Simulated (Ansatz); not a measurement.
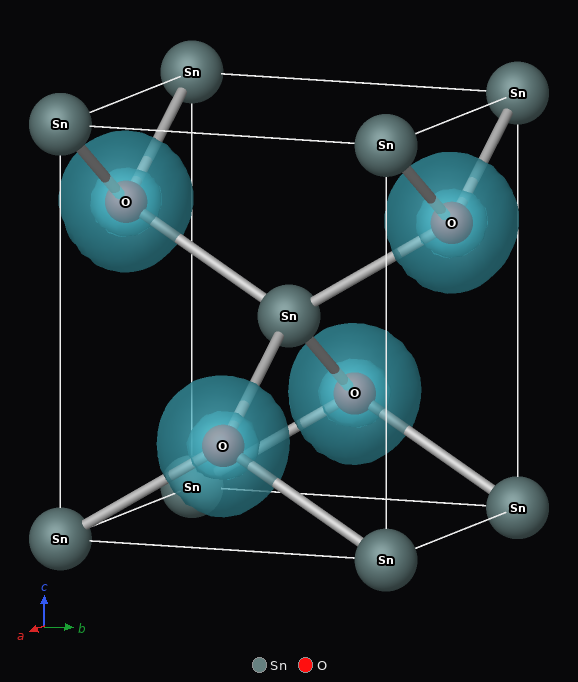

SnO. Isosurface of the electron localisation function at 0.75 (cyan), seen slightly off an axis. Core shells and regions of very low density are left out. Sticks mark near contacts.

Space group I-4m2; started from the zincblende prototype, which need not be the ambient phase; changed on purpose from its base cell (epitaxial xy strain +5.0%).

Level of theory: DFT, HSE06, plane waves, PAW in Ansatz.

Describe the localisation domains.

The ELF exceeds this value in two regions wrapped around O (the valence shell of each), counted in one cell of 4 atoms. Any copies at cell faces, edges or corners count once. Along the contacts the grid gives the following. Sn–O (2.34 Å): the ELF is about 0.20 at the midpoint; no shared electron pair shows on this line.
